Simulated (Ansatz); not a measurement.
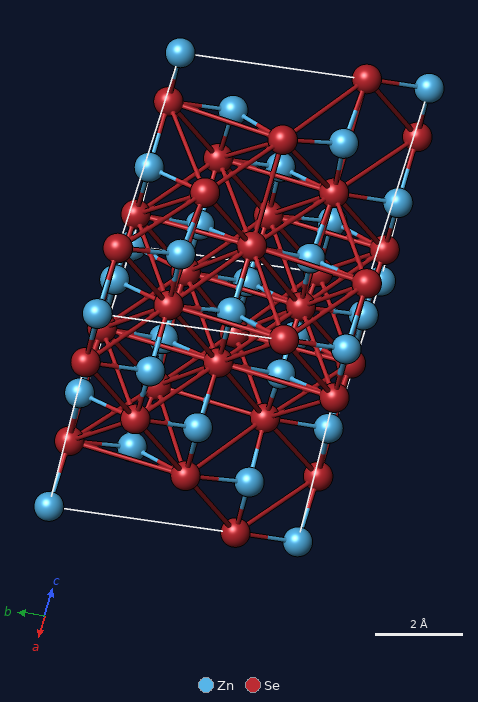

Fig. 1: The input geometry (ball-and-stick view of the cell of the calculation, seen at an oblique angle). Near neighbours in the crystal (not all of them lie inside the picture): Zn has 4 Se at 1.68 to 1.74 Å; Se has 12 Se at 2.77 to 2.88 Å and 4 Zn at 1.71 to 1.74 Å; Se has 12 Se at 2.62 to 2.88 Å and 3 Zn at 1.68 Å.

Single-point calculation of Zn$_{15}$Se$_{16}$ (charge −2)

- system: Zn$_{15}$Se$_{16}$ (defect cell, 31 atoms in the cell, total charge −2)
- method: DFT, PBEsol, plane waves, PAW, no spin polarisation (Ansatz 0.2.0)

The structure derives from a Materials Project entry. Some settings of this run were made unusual or wrong on purpose.

### Input file
```yaml
crystal:
  lattice:
    - [-3.94327318, 3.94327318, -3.94327318]
    - [3.94327318, 3.94327318, 3.94327318]
    - [3.94327318, -3.94327318, -3.94327318]
  atoms:
    - { symbol: Zn, position: [0.2530539226, 0.2614602436, 0.5] }
    - { symbol: Zn, position: [0.508406321, 0.2469460774, 0.2469460774] }
    - { symbol: Zn, position: [0.7614602436, 0.7530539226, 0.5] }
    - { symbol: Zn, position: [0.2530539226, 0.5, 0.2614602436] }
    - { symbol: Zn, position: [0.5, 0.0, 0.5] }
    - { symbol: Zn, position: [0.0, 0.7530539226, 0.2614602436] }
    - { symbol: Zn, position: [0.7469460774, 0.2469460774, 0.008406321] }
    - { symbol: Zn, position: [0.5, 0.5, 0.0] }
    - { symbol: Zn, position: [0.7469460774, 0.008406321, 0.2469460774] }
    - { symbol: Zn, position: [0.0, 0.2614602436, 0.7530539226] }
    - { symbol: Zn, position: [0.2385397564, 0.7385397564, -0.008406321] }
    - { symbol: Zn, position: [0.0, 0.0, 0.0] }
    - { symbol: Zn, position: [0.7614602436, 0.5, 0.7530539226] }
    - { symbol: Zn, position: [0.491593679, 0.7385397564, 0.7385397564] }
    - { symbol: Zn, position: [0.2385397564, -0.008406321, 0.7385397564] }
    - { symbol: Se, position: [0.2487736319, 0.2503581315, 0.7487736319] }
    - { symbol: Se, position: [0.0, 0.5, 0.7345088077] }
    - { symbol: Se, position: [0.5015844996, 0.2512263681, 0.5] }
    - { symbol: Se, position: [0.7503581315, 0.7487736319, 0.7487736319] }
    - { symbol: Se, position: [0.2345088077, 0.5, 0.5] }
    - { symbol: Se, position: [0.4984155004, -0.0015844996, 0.7496418685] }
    - { symbol: Se, position: [0.0, 0.7345088077, 0.5] }
    - { symbol: Se, position: [0.7654911923, 0.2654911923, 0.2654911923] }
    - { symbol: Se, position: [0.5015844996, 0.5, 0.2512263681] }
    - { symbol: Se, position: [0.7512263681, 0.0015844996, 0.5] }
    - { symbol: Se, position: [0.0, 0.2512263681, 0.0015844996] }
    - { symbol: Se, position: [0.2487736319, 0.7487736319, 0.2503581315] }
    - { symbol: Se, position: [0.0, 0.0015844996, 0.2512263681] }
    - { symbol: Se, position: [0.7512263681, 0.5, 0.0015844996] }
    - { symbol: Se, position: [0.4984155004, 0.7496418685, -0.0015844996] }
    - { symbol: Se, position: [0.2496418685, -0.0015844996, -0.0015844996] }
total_charge: -2
basis:
  ecutwfc: 420
  xc_grid: 2
kpoints:
  mp_grid: { grid: [2, 2, 2], shift: [0.5, 0.5, 0.5] }
hamiltonian:
  xc: pbesol
scf:
  occupations: { method: gaussian, width: 0.02 }
  max_iter: 50
output:
  forces: true
  eigenvalues: true
```

Run on 8 threads of Intel Xeon @ 2.50GHz (Skylake/Cascade Lake), 192 GiB of memory available, shared host.

Launched with:
```bash
ansatz run input.yaml --threads 8 --pin off --max-ram 20480MiB --backend cpu --events-out ev --progress --plain --runs-dir out
```

### The program's output
```
Engine: ansatz 0.2.0, x86_64-unknown-linux-gnu
Pseudopotentials: kind: paw
Pseudopotential: Zn, paw, valence charge 12, recommended cutoff 420 eV (normal), Zn.paw.azcp
Pseudopotential: Se, paw, valence charge 16, recommended cutoff 420 eV (normal), Se.paw.azcp
Functional definition: PBEsol
  exchange = pbesol_x
  correlation = pbesol_c
Crystal: 31 atoms, lattice volume = 245.262 Å³
Basis set: ecut = 420 eV, 4753 PW (Γ), exchange–correlation on 96×96×96 points (8 copies of the dense FFT grid, shifted against one another)
Bands: 263, of which v1, the nominal top of the filled ones, is band 219 counted from 1 (218 counted from 0)
Symmetry: 24 space group operations
Space group: I-43m (ITA 217), of the structure as read, at distance tolerance 6.3e-5 Å
k-points: 2 of 8 (time reversal used)
Non-local potential: Zn, projectors of the file, l = 0: 2, l = 1: 2, l = 2: 3, l = 3: 1
Non-local potential: Se, projectors of the file, l = 0: 2, l = 1: 2, l = 2: 3, l = 3: 1
PAW form: soft (Blöchl's): semilocal exchange-correlation on the pseudo side does not see the compensation charge
PAW frozen core: Zn, regenerated for the run's functional, and the local potential with it (the file was generated under x = pbe(κ = 0.804, μ = 0.2195149727645171), c = pbe(β = 0.06672455060314922))
PAW frozen core: Se, regenerated for the run's functional, and the local potential with it (the file was generated under x = pbe(κ = 0.804, μ = 0.2195149727645171), c = pbe(β = 0.06672455060314922))
PAW one-centre angular grid: Zn, 590 points (default); XC on 64 Gauss nodes
PAW one-centre angular grid: Se, 590 points (default); XC on 64 Gauss nodes
Initial density: superposition of atomic densities (neutral atoms scaled as one to the charged cell's electrons: chi_scale 0, normalization atom), corrected by the library's trained network
Initial wavefunctions: pseudopotential atomic-orbital guess
Functional: x = pbesol(κ = 0.804, μ = 0.12345679012345678), c = pbesol(β = 0.046)
SCF iter   1: F=—  HF=-135572.585805 eV  |F-HF|=—  |Δ(HF+E_count)|=         —  Δρ=6.16e-2  dr2=4.56e0  ethr=1.77e-3  ⟨swp⟩=11.0  Hψ=3010  notcnv=0
preconditioner: auto → Resta (q_TF=auto, 3.005 Å⁻¹)  ε∞=5.3  [insulator: Δε(μ)=0.686 eV  Ē_g=19.165 eV  σ=0.020 eV  W_gap=1.00  n_scr=134 (ndim 8)  ℏωp=39.5 eV  f_vac=0.000  D(μ)=0.00/eV (n_scr^D=0)  ε∞_Penn≈5.3]
SCF iter   2: F=—  HF=-135570.916954 eV  |F-HF|=—  |Δ(HF+E_count)|=    1.67e0  Δρ=3.28e-2  dr2=1.29e0  ethr=1.04e-3  ⟨swp⟩=3.5  Hψ=857  notcnv=0  defer=72
SCF iter   3: F=—  HF=-135570.408829 eV  |F-HF|=—  |Δ(HF+E_count)|=   5.08e-1  Δρ=9.69e-3  dr2=1.23e-1  ethr=2.95e-4  ⟨swp⟩=4.0  Hψ=773  notcnv=0  defer=72
SCF iter   4: F=—  HF=-135570.344048 eV  |F-HF|=—  |Δ(HF+E_count)|=   6.48e-2  Δρ=4.34e-3  dr2=3.53e-2  ethr=2.82e-5  ⟨swp⟩=4.5  Hψ=1622  notcnv=0  defer=52
automatic band count: iteration 4 solves 253 bands in place of 263: the levels show a gap, and the empty bands left out lie too high to hold charge; the band table lists the bands solved (type scf.n_extra_bands for more)
SCF iter   5: F=—  HF=-135570.334477 eV  |F-HF|=—  |Δ(HF+E_count)|=   9.57e-3  Δρ=1.38e-3  dr2=3.62e-3  ethr=8.05e-6  ⟨swp⟩=2.5  Hψ=880  notcnv=0  defer=52
SCF iter   6: F=—  HF=-135570.333694 eV  |F-HF|=—  |Δ(HF+E_count)|=   7.83e-4  Δρ=6.17e-4  dr2=4.50e-4  ethr=8.26e-7  ⟨swp⟩=5.5  Hψ=1011  notcnv=0  defer=52
SCF iter   7: F=—  HF=-135570.333620 eV  |F-HF|=—  |Δ(HF+E_count)|=   7.39e-5  Δρ=2.28e-4  dr2=6.86e-5  ethr=1.03e-7  ⟨swp⟩=3.0  Hψ=1000  notcnv=0  defer=52
SCF iter   8: F=—  HF=-135570.333581 eV  |F-HF|=—  |Δ(HF+E_count)|=   3.85e-5  Δρ=1.01e-4  dr2=1.25e-5  ethr=1.57e-8  ⟨swp⟩=3.5  Hψ=1135  notcnv=0  defer=52
SCF iter   9: F=—  HF=-135570.333585 eV  |F-HF|=—  |Δ(HF+E_count)|=   3.48e-6  Δρ=1.86e-5  dr2=5.24e-7  ethr=2.85e-9  ⟨swp⟩=2.5  Hψ=971  notcnv=0  defer=52
SCF iter  10: F=-135570.333586 eV  HF=-135570.333586 eV  |F-HF|=6.37e-8  |Δ(HF+E_count)|=   6.30e-7  Δρ=5.37e-6  dr2=4.63e-8  ethr=2.28e-11  ⟨swp⟩=35.5  Hψ=6649  notcnv=0
SCF 1 converged in 10 iterations: F = -135570.333586 eV  dr2 = 4.63e-8
  greatest PAW one-centre occupation: 1.000 electrons in one spin orbital (limit 2), on the Se atom at site 23 (counted from 0), in its partial waves of l = 2
```

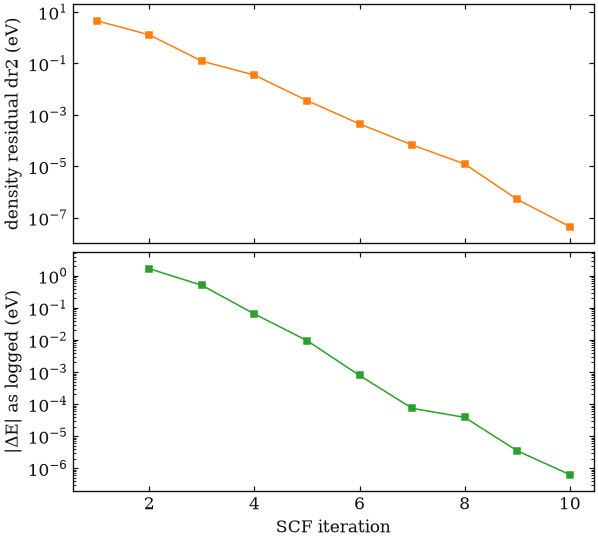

Fig. 2: Convergence of the self-consistent field: density residual dr2 and size of the energy change against the SCF iteration. The residual falls at every step.

```
SCF converged after 10 iterations
Free energy (F): -135570.333586 eV
Harris-Foulkes:  -135570.333586 eV  (|F-HF|=6.37e-8)
Internal energy: -135570.333586 eV  (E = F + TS)
E sigma→0 (E₀):  -135570.333586 eV
Fermi energy:    32.360134 eV
--- Per-component energies (eV) ---
  E_band       = 2032.967517
  E_kinetic    = 4815.610677
  E_local      = -40515.364376  (includes V_loc(G=0)·N_el)
  E_nonlocal   = -139.301174
  E_hartree    = 21415.661166
  E_xc         = -4146.552709
  E_vxc        = -2932.842989  (∫ρ·V_xc dr)
  E_paw        = -56541.211039  (= ΣΔE_a)
  E_vpaw       = -2026.405006  (= ΣTr[D̂ρ^β])
  E_aug_tail   = -0.014554  (compensation charges beyond the density's cutoff)
  E_ewald      = -60487.257108
  E_core_change = 28.095531  (= ΣΔE_core)
  E_smearing   = -0.000000  (= −TS)
  E_closure    = 0.000000  (closes the sum)
  E_deformation_potential = -72.145390  (in the stress; not in F)
  Σ components = -135570.333586   (vs F -135570.333586, Δ=0.00e0)
--- Forces (eV/Å), atoms counted from 1 ---
  atom   1  Zn    -2.51203322    -1.60893278    -2.51203322
  atom   2  Zn     1.60893278    -2.51203322     2.51203322
  atom   3  Zn     2.51203322    -1.60893278     2.51203322
  atom   4  Zn    -2.51203322     2.51203322     1.60893278
  atom   5  Zn     0.00000000    -0.00000000     0.00000000
  atom   6  Zn    -1.60893278     2.51203322     2.51203322
  atom   7  Zn    -2.51203322     1.60893278     2.51203322
  atom   8  Zn     0.00000000     0.00000000     0.00000000
  atom   9  Zn    -2.51203322    -2.51203322    -1.60893278
  atom  10  Zn    -1.60893278    -2.51203322    -2.51203322
  atom  11  Zn     2.51203322     1.60893278    -2.51203322
  atom  12  Zn    -0.00000000     0.00000000    -0.00000000
  atom  13  Zn     2.51203322    -2.51203322     1.60893278
  atom  14  Zn     1.60893278     2.51203322    -2.51203322
  atom  15  Zn     2.51203322     2.51203322    -1.60893278
  atom  16  Se    -1.42569570    -1.42569570     0.82517655
  atom  17  Se   -18.40628246    18.40628246    18.40628246
  atom  18  Se     1.42569570     0.82517655     1.42569570
  atom  19  Se    -0.82517655    -1.42569570     1.42569570
  atom  20  Se    18.40628246   -18.40628246    18.40628246
  atom  21  Se     1.42569570    -0.82517655    -1.42569570
  atom  22  Se   -18.40628246   -18.40628246   -18.40628246
  atom  23  Se    18.40628246    18.40628246   -18.40628246
  atom  24  Se     1.42569570    -1.42569570    -0.82517655
  atom  25  Se    -1.42569570     0.82517655    -1.42569570
  atom  26  Se     0.82517655     1.42569570     1.42569570
  atom  27  Se    -1.42569570    -0.82517655     1.42569570
  atom  28  Se     0.82517655    -1.42569570    -1.42569570
  atom  29  Se    -1.42569570     1.42569570    -0.82517655
  atom  30  Se     1.42569570     1.42569570     0.82517655
  atom  31  Se    -0.82517655     1.42569570    -1.42569570
  max |Σ_I F_I| component: 9.77e-15 eV/Å
--- Band table (eV) ---
  k-point 0: bands = ["-20.1027", "-20.1027", "-20.1027", "-20.0919", "-20.0900", "-20.0900", "-20.0900", "-20.0800", "-20.0800", "-20.0800", "-20.0797", "-20.0797", "-20.0797", "-20.0786", "-20.0786", "-20.0756", "-20.0728", "-20.0728", "-20.0728", "-20.0700", "-20.0700", "-20.0659", "-20.0659", "-20.0659", "-20.0528", "-20.0528", "-20.0528", "-20.0526", "-20.0526", "-20.0526", "-20.0495", "-20.0495", "-20.0449", "-20.0449", "-20.0449", "-20.0385", "-19.9867", "-19.9867", "-19.9867", "-19.9857",
      "-19.9857", "-19.9857", "-19.9816", "-19.9816", "-19.9783", "-19.9757", "-19.9757", "-19.9757", "-19.9740", "-19.9740", "-19.9740", "-19.9649", "-19.9643", "-19.9643", "-19.9612", "-19.9612", "-19.9612", "-19.9597", "-19.9597", "-19.9597", "-19.2744", "-19.2744", "-19.2715", "-19.2715", "-19.2715", "-19.2586", "-19.2586", "-19.2586", "-19.0580", "-19.0580", "-19.0580", "-19.0514", "-19.0514", "-19.0341", "-19.0341", "-19.0341", "-18.9985", "-18.9728", "-18.9728", "-18.9728",
      "7.2983", "7.2983", "7.2983", "7.7192", "10.2819", "10.2819", "10.2819", "10.3058", "10.3058", "10.3060", "10.3060", "10.3060", "10.8239", "11.0080", "11.0080", "11.0080", "14.6237", "14.6237", "14.6237", "14.6245", "14.6245", "14.6245", "14.7725", "14.7725", "14.7725", "14.8498", "14.9836", "14.9836", "15.0548", "15.2055", "15.2055", "15.2055", "15.7786", "15.7786", "15.7786", "15.7992", "15.7992", "15.9063", "15.9063", "15.9063",
      "16.1933", "16.1933", "16.1933", "16.1982", "16.1982", "16.1982", "16.2311", "16.2311", "16.2554", "16.3489", "16.3489", "16.3489", "16.3503", "16.3503", "16.3503", "16.4845", "16.5073", "16.5073", "16.5073", "16.6313", "16.6313", "17.1787", "17.1787", "17.1787", "17.2975", "17.2975", "17.2975", "17.3241", "17.3241", "17.3241", "17.4226", "17.4226", "17.6063", "17.6063", "17.6063", "17.6370", "17.6381", "17.6381", "17.6381", "17.8772",
      "17.8772", "17.9019", "17.9019", "17.9019", "17.9721", "17.9878", "17.9878", "17.9878", "18.0768", "18.0768", "18.0768", "20.0574", "20.0574", "20.0574", "20.1612", "20.1612", "20.4007", "20.4007", "20.4007", "20.4838", "20.4838", "20.4838", "20.8356", "24.4680", "24.4680", "24.4680", "24.5362", "24.5362", "24.7860", "24.7860", "24.7860", "24.7948", "24.7948", "24.7948", "24.8408", "25.0588", "25.0588", "25.0588", "25.1869", "26.2091",
      "26.2091", "26.2221", "26.2221", "26.2221", "26.4303", "26.6036", "26.6036", "26.6036", "27.1708", "27.1708", "27.1708", "31.1708", "31.1708", "31.2486", "31.2486", "31.2486", "31.6305", "31.6305", "31.6305", "33.4602", "33.4813", "33.4813", "33.4813", "33.6071", "33.6071", "33.6071", "33.6324", "33.6324", "33.7724", "33.7724", "33.7724", "37.0442", "37.3399", "37.3399", "37.3399", "38.5648", "38.5648", "38.7093", "38.7093", "38.7094",
      "38.9795", "38.9795", "38.9795", "39.4246", "39.4246", "39.4246", "39.4615", "39.4616", "39.4616", "39.5218", "39.8309", "39.8309", "39.8369"]
  k-point 1: bands = ["-20.1104", "-20.0976", "-20.0957", "-20.0948", "-20.0903", "-20.0903", "-20.0898", "-20.0839", "-20.0829", "-20.0805", "-20.0805", "-20.0800", "-20.0752", "-20.0752", "-20.0739", "-20.0734", "-20.0729", "-20.0729", "-20.0710", "-20.0703", "-20.0696", "-20.0696", "-20.0678", "-20.0678", "-20.0596", "-20.0555", "-20.0553", "-20.0520", "-20.0504", "-20.0504", "-20.0487", "-20.0487", "-20.0457", "-20.0424", "-20.0412", "-20.0412", "-19.9899", "-19.9884", "-19.9884", "-19.9845",
      "-19.9840", "-19.9832", "-19.9832", "-19.9817", "-19.9777", "-19.9738", "-19.9738", "-19.9737", "-19.9724", "-19.9716", "-19.9710", "-19.9710", "-19.9664", "-19.9651", "-19.9651", "-19.9640", "-19.9633", "-19.9573", "-19.9573", "-19.9572", "-19.2745", "-19.2744", "-19.2715", "-19.2715", "-19.2715", "-19.2586", "-19.2586", "-19.2586", "-19.0580", "-19.0579", "-19.0579", "-19.0515", "-19.0515", "-19.0341", "-19.0341", "-19.0341", "-18.9985", "-18.9728", "-18.9728", "-18.9728",
      "6.3387", "8.2157", "8.3744", "8.3744", "8.5738", "9.6914", "9.7342", "9.7342", "9.8143", "10.3095", "10.6728", "10.8295", "10.8295", "11.2133", "11.5447", "11.5447", "14.2393", "14.2679", "14.3369", "14.7928", "14.9168", "14.9168", "14.9282", "15.0035", "15.0640", "15.0640", "15.1070", "15.1259", "15.1259", "15.2191", "15.2621", "15.3908", "15.6674", "15.6674", "15.7697", "15.7892", "15.7892", "15.8524", "15.8876", "15.9155",
      "15.9167", "15.9167", "15.9620", "16.0000", "16.0000", "16.0376", "16.0627", "16.1138", "16.1138", "16.1373", "16.2199", "16.3138", "16.3138", "16.6089", "16.7579", "16.7579", "16.8090", "16.8090", "16.9366", "17.0104", "17.0217", "17.0833", "17.0833", "17.0908", "17.1009", "17.1246", "17.1823", "17.1823", "17.1894", "17.2638", "17.2912", "17.3395", "17.3718", "17.3718", "17.4127", "17.4598", "17.4651", "17.5729", "17.5729", "17.5804",
      "17.5882", "17.6644", "17.7005", "17.7803", "17.7803", "18.1588", "18.1588", "18.1804", "18.3895", "18.7760", "18.7760", "19.9525", "19.9525", "20.0438", "20.1173", "20.4774", "20.6645", "20.9520", "21.1904", "21.1904", "21.2742", "21.6324", "21.9494", "21.9494", "22.0019", "22.7069", "22.7069", "23.0635", "23.3908", "23.7052", "24.9765", "24.9765", "25.3363", "25.3444", "25.3444", "25.3893", "25.4936", "25.5044", "25.6062", "25.6062",
      "25.8243", "25.9008", "26.0651", "26.0651", "27.2757", "27.2757", "27.2774", "27.5652", "29.2573", "29.5017", "29.5522", "29.5522", "29.6570", "29.9373", "30.1104", "30.1104", "31.1235", "31.1235", "32.0792", "32.6411", "33.5390", "34.4110", "34.4110", "35.2515", "35.4359", "35.5132", "35.5132", "35.5438", "35.6826", "35.9031", "35.9310", "36.0895", "36.0992", "36.0992", "36.4491", "36.5353", "36.5353", "36.6440", "36.8421", "36.9197",
      "36.9197", "36.9223", "38.4992", "38.5719", "38.6729", "38.6729", "38.9929", "39.6517", "39.7324", "39.7324", "39.8799", "39.9858", "40.1383"]
```

### Outcome

| quantity | value |
| --- | --- |
| outcome | converged |
| electrons treated | 438 |
| free energy | −135570.3336 eV |
| Fermi energy | 32.360 eV |
| gap on the k-point mesh | 0.56 eV |
| largest force (length of the vector) | 31.881 eV/Å |
| wall time | 12 s (CPU time 74 s) |
| peak memory | 1.1 GiB |

### What went wrong

This input holds a deliberate fault: a lattice far too small (`crystal.lattice`). The atoms are squeezed together and the pressure is enormous. The program still converged, but the numbers can't be taken as results for the intended system.
